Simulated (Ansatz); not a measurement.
The compound is ZrC (space group P6_3/mmc, No. 194), taken as coordinates from a relaxation with Ansatz 0.2.0, DFT PBE, scalar-relativistic, plane waves, PAW.

```
CELL_PARAMETERS angstrom
3.37576 0.00000 0.00000
-1.68788 2.92349 0.00000
0.00000 0.00000 5.28230
ATOMIC_POSITIONS crystal
Zr 0.33333 0.66667 0.25000
Zr 0.66667 0.33333 0.75000
C 0.00000 0.00000 0.00000
C 0.00000 0.00000 0.50000
```

Describe the stacking along c, with columns A (0, 0), B (1/3, 2/3), C (2/3, 1/3) of the hexagonal mesh.

C(A) – Zr(B) – C(A) – Zr(C) (four layers in 5.28 Å).

C layers alone: AA, a sequence in which some neighbouring layers lie directly above each other.

Zr: two trigonal-prismatic sites, counted in one hexagonal cell.

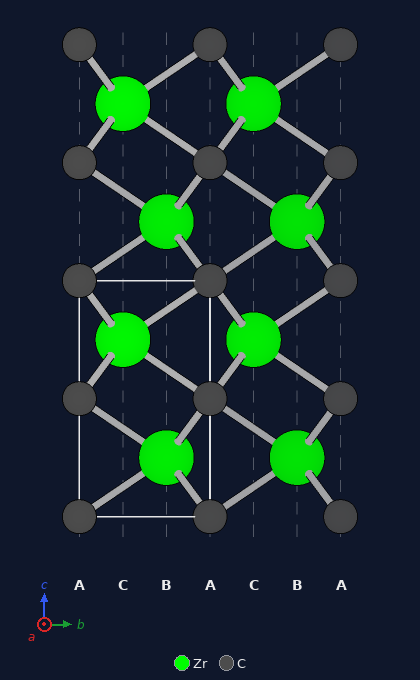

Projection along an edge of the hexagonal mesh, stacking direction c upwards. The dashed lines mark the three columns A (0, 0), B (1/3, 2/3) and C (2/3, 1/3). The sequence starts with the first layer at or above the cell's origin.
